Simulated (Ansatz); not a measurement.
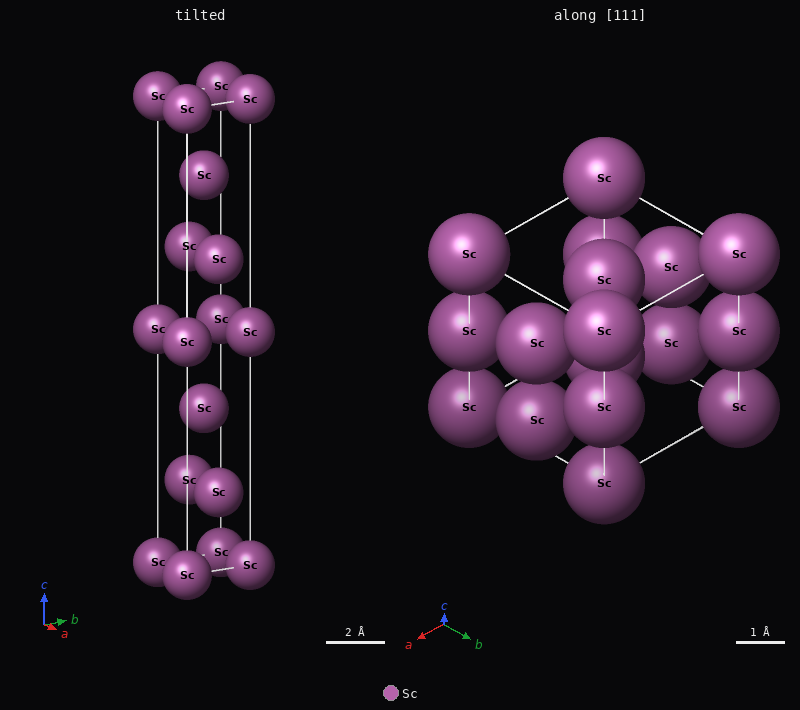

The image is a spheres-only drawing of a crystal, viewed slightly off an axis and along [111]. The lines enclose the unit cell; boundary atoms appear with their images. Cell: a = 3.259 Å, b = 3.259 Å, c = 16.277 Å, α = 90.00°, β = 90.00°, γ = 120.00°.

Summary of the structure:

The element is scandium. Within 0.01 Å the space group is P6_222 (No. 180), primitive hexagonal. The cell holds six atoms.

The structure was taken from a structure listed in the Materials Project. Relaxation method: Ansatz 0.2.0, DFT r2SCAN, scalar-relativistic, plane waves, PAW.
